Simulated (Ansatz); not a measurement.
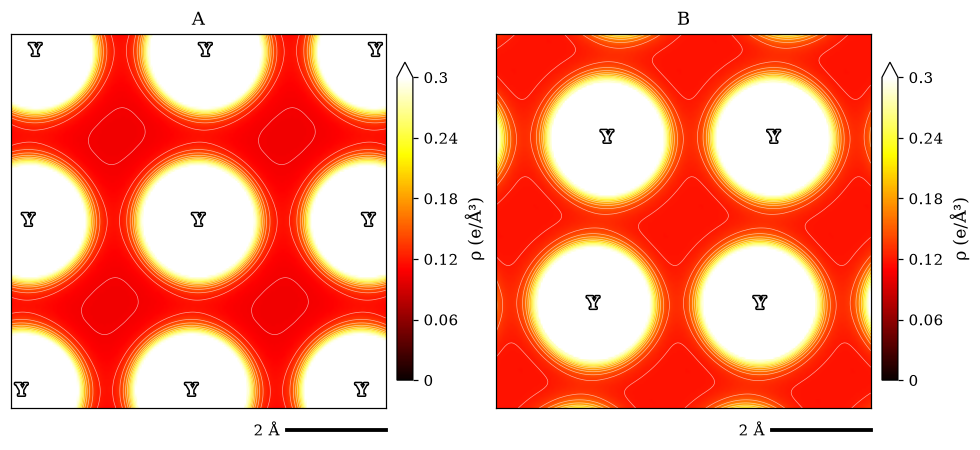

Y. The valence pseudo-density of two cells that differ in size and shape, on the (101) plane of each (indices in the axes of the calculation cell), at one length scale and on one colour scale; one has 26.0 and the other 28.3 Å³ an atom.

Space group I4/mmm; computed without spin polarisation.

The calculation used Ansatz 0.2.0, DFT PBEsol, scalar-relativistic, plane waves, PAW.

The density is the valence pseudo-density of a PAW calculation; it isn't the true density close to the nuclei.

The larger cell:

```cif
data_structure
_symmetry_space_group_name_H-M 'P 1'
_symmetry_Int_Tables_number 1
_cell_length_a 3.4448
_cell_length_b 3.4448
_cell_length_c 3.3737
_cell_angle_alpha 60.680
_cell_angle_beta 60.680
_cell_angle_gamma 58.641
_cell_volume 28.28
loop_
_atom_site_label
_atom_site_type_symbol
_atom_site_fract_x
_atom_site_fract_y
_atom_site_fract_z
_atom_site_occupancy
Y1 Y 0.00000 0.00000 0.00000 1
```

The smaller cell: a = 3.377 Å, b = 3.377 Å, c = 3.233 Å, α = 61.40°, β = 61.40°, γ = 57.21°.

Which panel shows the smaller cell, and what does the compression change?

Answer. Panel B is the smaller cell, by 8 % in volume. From the larger cell to the smaller, Y–Y goes from 3.44 to 3.38 Å, and the density at its midpoint from 0.12 to 0.13 e/Å³; the pressure goes from 4.1 to 9 GPa.
